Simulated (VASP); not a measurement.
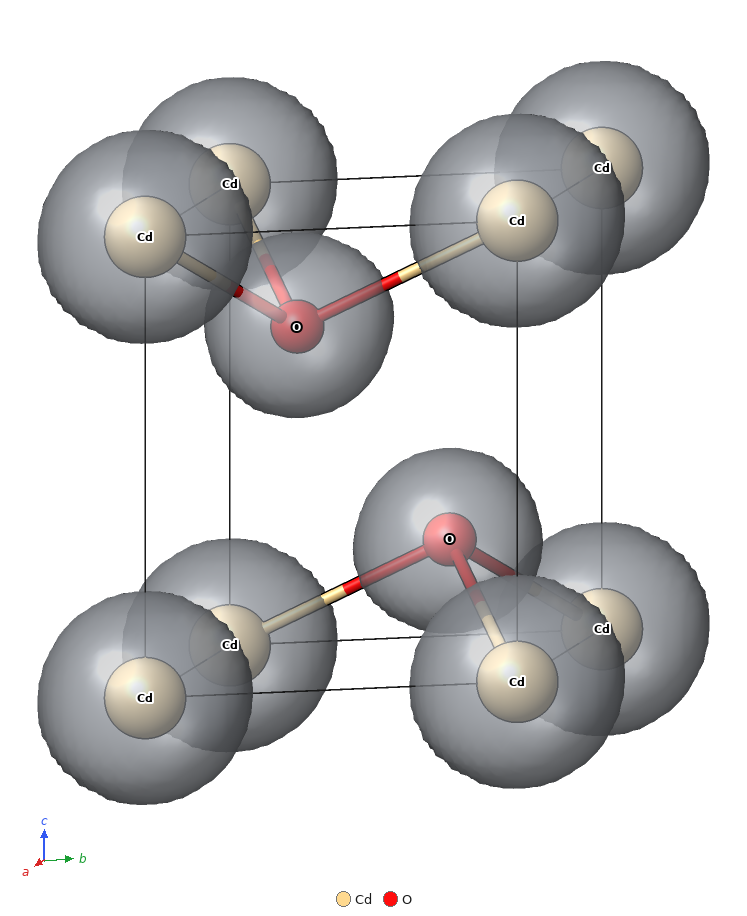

*CdO₂. Isosurface of the valence charge density (pseudo) at 0.6 e/Å³ (grey), seen slightly off an axis. Sticks mark near contacts.*

Space group P-3m1; a structure from a database of computed crystals, not necessarily the ambient phase; computed pressure about −9 GPa in this cell.

Method: VASP 6.6.1, Kohn-Sham DFT of a periodic cell, PBEsol, VASP PAW PBE potentials, recommended.

In a PAW calculation such maps are meaningful between the atoms, not at the nuclei.

Question: What does this surface tell about the bonding?

Answer: At this value the density breaks into separate islands; it holds about 75 % of the electrons treated as valence. It bridges none of the near contacts. It is pinched off along the shortest Cd–O (2.25 Å) contacts. On the grid the lowest density along these lines, outside the cores, is 0.43 e/Å³ (Cd–O, 2.25 Å).
